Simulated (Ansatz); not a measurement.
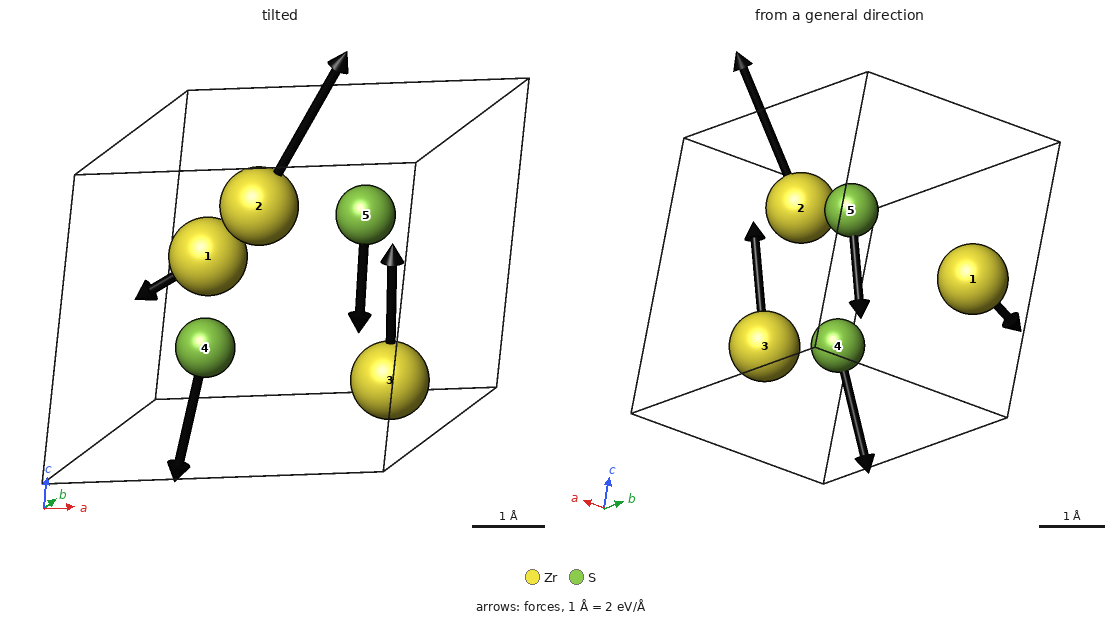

Shown here is a spheres-only view of the crystal, taken slightly off an axis and from a general direction. One simulation cell is framed, with atoms on its boundary repeated. The arrows are the computed forces on the atoms.

System: Zr₃S₂. The numbers come from DFT PBEsol, scalar-relativistic, plane waves, PAW (Ansatz 0.2.0), using plane waves up to 420 eV, k-points on a 12×12×12 grid, Gaussian smearing of 0.15 eV, no spin polarisation.

### Are the forces small enough to call this converged?

No. The atoms still feel forces of up to about 4.3 eV/Å, far above a usual threshold of 0.01 to 0.03 eV/Å.

### Identify the atom with the maximum force.

Zr2, about 4.3 eV/Å.

### What is the mean force per element?

Mean magnitudes: about Zr 2.9 eV/Å, S 3 eV/Å.

Its origin is a structure listed in the Materials Project. The cell was then strained or its atoms displaced on purpose. It went into a calculation with Ansatz.
